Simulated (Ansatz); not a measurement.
Given this structure, the input geometry of an electronic-structure calculation (not necessarily at equilibrium); the starting structure was generated, so it need not be a known form of this composition, written in its standard cell:

```cif
data_structure
_symmetry_space_group_name_H-M 'Pm-3n'
_symmetry_Int_Tables_number 223
_cell_length_a 5.1893
_cell_length_b 5.1893
_cell_length_c 5.1893
_cell_angle_alpha 90.000
_cell_angle_beta 90.000
_cell_angle_gamma 90.000
_cell_volume 139.75
loop_
_atom_site_label
_atom_site_type_symbol
_atom_site_symmetry_multiplicity
_atom_site_Wyckoff_symbol
_atom_site_fract_x
_atom_site_fract_y
_atom_site_fract_z
_atom_site_occupancy
Ti1 Ti 2 a 0.00000 0.00000 0.00000 1
Ti2 Ti 6 c 0.25000 0.00000 0.50000 1
```

Q: Predict the [221] zone-axis pattern (300 kV, kinematic, B = 0.5 Å²).

A: The spots form a centred rectangular net whose two shortest vectors correspond to d = 3.67 Å and 2.32 Å, 71.6° apart. They are 1 -1 0 (itself too weak to see) and 1 0 -2. The pattern has symmetry 2mm. A glide plane extinguishes reflections such as 1 -2 2, 2 -1 -2, 2 -3 2; reflections such as 1 2 -6, 2 1 -6 are allowed by the space group but vanish because the atoms sit on special positions; reflections such as 1 -1 0, 2 -2 0, 1 1 -4 are allowed but too weak to see at this display level.

Strongest reflections with d > 0.80 Å, one of each family (|F|² from tabulated Gaussian fits of the electron scattering factors, times a small damping for the curvature of the Ewald sphere):

| hkl | d (Å) | I (strongest = 100) |
| --- | --- | --- |
| 1 0 -2 | 2.321 | 100 |
| 4 -4 0 | 0.917 | 33 |
| 2 0 -4 | 1.160 | 18 |
| 4 -3 -2 | 0.964 | 10 |
| 4 -2 -4 | 0.865 | 7 |

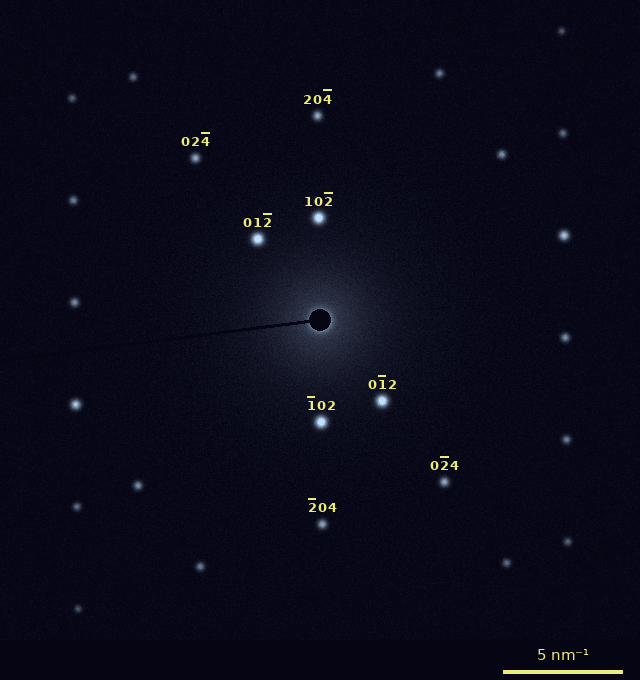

Calculated pattern, seen from the source side with [221] pointing towards the source.
